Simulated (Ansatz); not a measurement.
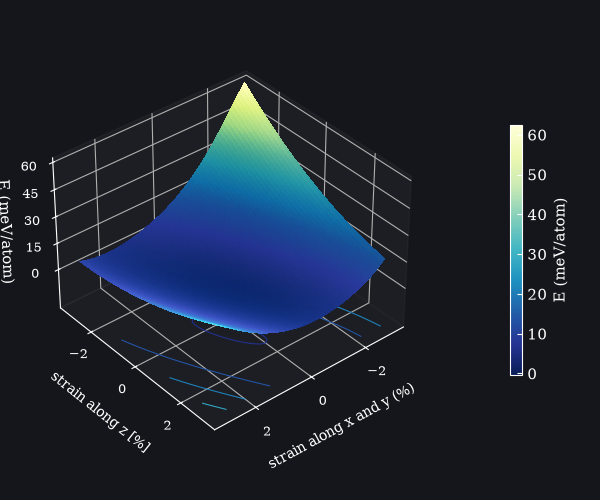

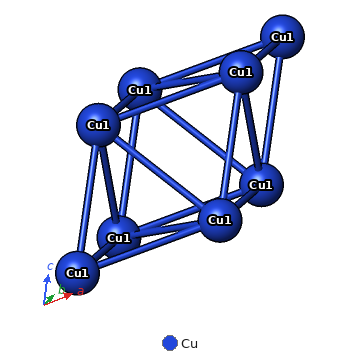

Energy landscape of Cu (Fm-3m, No. 225; 1 atom in the cell). The cell is strained homogeneously, by one strain along x and y and another along z, with fractional coordinates fixed (x, y and z along the cube axes). The first coordinate is: strain along x and y; the second: strain along z. The grid has 5 × 5 points. Energies: meV/atom, counted from the lowest grid point. The reference cell is the one listed in the database, not relaxed at this level. Method: Ansatz, DFT PBE, scalar-relativistic, plane waves, PAW. Settings: cutoff 420 eV, k-mesh 22×22×22, gaussian smearing 0.15 eV, no spin polarisation.

The picture shows a relief with its contours projected below, any walls above the top of the colour scale cut off. Between grid points the surface is interpolated. The second picture is the structure at the lowest point

> Describe this landscape.

The lowest grid point is at strain along x and y = 0.0 %, strain along z = 1.5 %. No other kind of well shows on this grid. The highest grid point, strain along x and y = −3.0 %, strain along z = −3.0 %, lies 62.4 meV/atom above the lowest. Round the minimum the valley is strongly tilted: raising strain along x and y shifts the best value of strain along z downwards (coupling k₁₂/√(k₁₁k₂₂) about 0.7).
